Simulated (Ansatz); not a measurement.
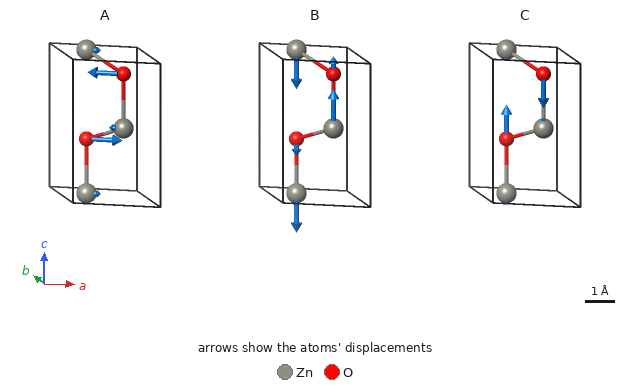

Three optical modes of a crystal of ZnO relaxed at 15 GPa at the zone centre, in no order (one member of each degenerate set). Displacements are drawn as blue arrows; their common scale and sign are arbitrary. A ball-and-stick model of the cell of the calculation, seen slightly off an axis.

Theory: Ansatz 0.2.0, DFT PBE, scalar-relativistic, plane waves, PAW. (plane-wave cutoff 420 eV; k-point mesh 12 × 12 × 6; occupations fixed; target pressure 15 GPa; no spin polarisation)

Frequencies are those without the non-analytic (LO–TO) term.

Order them from the lowest to the highest frequency (imaginary ones first).

Answer. B (265 cm⁻¹), A (472 cm⁻¹), C (577 cm⁻¹). B, B₁: All motion is along c; atoms of one kind move against one another, with no net shift of any sublattice; the kinetic energy is shared as Zn 97 %, O 3 %. A, E₂: All motion is along a; atoms of one kind move against one another, with no net shift of any sublattice; it stretches the shortest O–Zn bonds (1.94 Å); the kinetic energy is shared as O 84 %, Zn 16 %. C, B₁: All motion is along c; atoms of one kind move against one another, with no net shift of any sublattice; it stretches the shortest O–Zn bonds (1.94 Å); the kinetic energy is shared as O 97 %, Zn 3 %.
